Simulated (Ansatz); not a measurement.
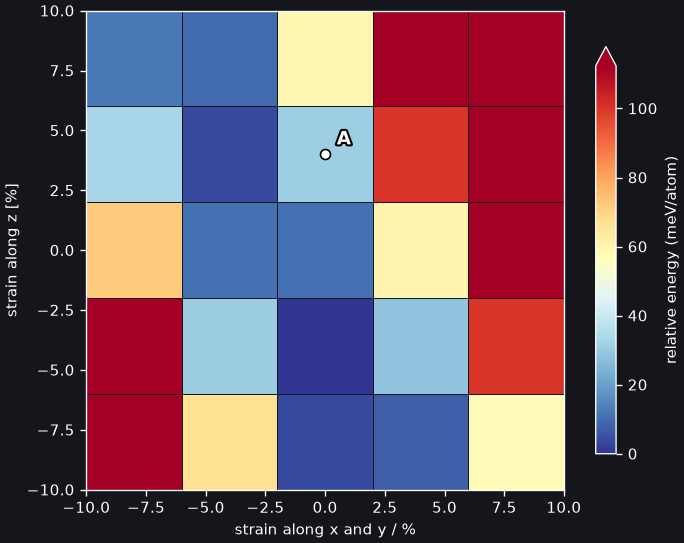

Sn (Immm, No. 71; 1 atom in the cell). The cell is strained homogeneously, by one strain along x and y and another along z, with fractional coordinates fixed (x along [1 0 0], z along [0 0 1] of the conventional cell). First axis: strain along x and y. Second axis: strain along z. The scan uses a 5 × 5 grid. Points are written as (first, second). All energies are given in meV/atom relative to the lowest grid point. The reference cell is the one listed in the database, not relaxed at this level. The cutoff is low, so the map carries basis-set noise. Theory: DFT r2SCAN, scalar-relativistic, plane waves, PAW (Ansatz). Settings: cutoff 300 eV, k-mesh 20×20×20, gaussian smearing 0.15 eV, no spin polarisation.

The picture shows one coloured cell a grid point, one colour for all values above the top of the scale, the point A.

**Is A at rest? If not, where is it pushed?**

A, at (0 %, 4 %), is not a stationary point. The computed force is 12 meV/atom for each 1 % towards smaller values of strain along x and y and 6.2 meV/atom for each 1 % towards smaller values of strain along z.
